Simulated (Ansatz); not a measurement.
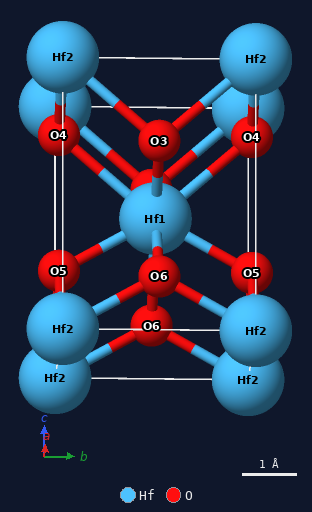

This is the input geometry for a relaxation of solid HfO₂ (set up in Pmmn). A ball-and-stick model of the cell of the calculation, seen from a free direction.

Case: uniaxial strain along a of -1.5 %; b, c and atoms relaxed.

Theory: Ansatz, DFT r2SCAN, scalar-relativistic, plane waves, PAW.

The input:
```yaml
crystal:
  lattice:
    - [3.5231719672, 0.0, 0.0]
    - [0.0, 3.5902374234, 0.0]
    - [0.0, 0.0, 5.222183981]
  atoms:
    - { symbol: Hf, position: [0.5, 0.5, 0.5] }
    - { symbol: Hf, position: [0.0, 0.0, 0.0] }
    - { symbol: O, position: [0.0, 0.5, 0.6961635346] }
    - { symbol: O, position: [0.5, 0.0, 0.8038364654] }
    - { symbol: O, position: [0.5, 0.0, 0.3038364654] }
    - { symbol: O, position: [0.0, 0.5, 0.1961635346] }
basis:
  ecutwfc: 500
kpoints:
  mp_grid: { grid: [6, 6, 6] }
hamiltonian:
  xc: r2scan
scf:
  occupations: { method: gaussian, width: 0.02 }
output:
  forces: true
  stress: true
  eigenvalues: true
relax:
  adjacent_minimum: "off"
  f_tol: 0.008
  max_steps: 40
  cell: { stress_tol: 0.015, fix: [a, angles] }
```

Command:
```bash
ansatz run input.yaml --threads 1 --pin off --max-ram 2560MiB --backend cpu --events-out ev --progress --plain --runs-dir out
```

### Where does the relaxation end?

The largest moves relative to the cell, 0.010 Å, are those of Hf1 and Hf2. Hf2 goes along +c. Largest moves by element: Hf 0.010 Å, O 0.006 Å. The drawn cell changes as follows: a unchanged at 3.523 Å, b 3.590 → 3.610 Å (+0.6 %), c 5.222 → 5.211 Å (−0.2 %); the volume changes by +0.3 %. Some distances before and after: Hf1–O4 2.396 → 2.404 Å, Hf1–O3 2.038 → 2.045 Å, Hf1–O6 2.371 → 2.364 Å. The space group stays Pmmn (No. 59). The energy falls by 1.2 meV per atom in 5 accepted moves (6 points after the start). The largest force component goes from 0.41 to under 0.0001 eV/Å. The pressure goes from 2.33 to 1.23 GPa. At 1 point the geometry stayed and the basis and grid were re-selected for the new cell (energy shift of less than 0.05 meV per atom at most each time). The run took 2.8 min on 1 thread of Intel(R) Xeon(R) Platinum 8259CL CPU @ 2.50GHz (Skylake/Cascade Lake), on a shared host, peak memory 0.67 GiB.

Step by step:

```
step  E − E(0), meV/atom  largest force component, eV/Å  pressure, GPa  volume, Å³/atom                      note
   0                0.00                         0.4085           2.33           11.009                          
   1               -0.57                         0.1615           1.30           11.046                          
   2               -1.14                         0.0226           1.22           11.052                          
   3               -1.15                         0.0068           1.10           11.050                          
   4               -1.15                         0.0043           1.29           11.043                          
   5               -1.15                         0.0000           1.23           11.046                          
   6               -1.17                         0.0001           1.23           11.046  same geometry, new basis
```
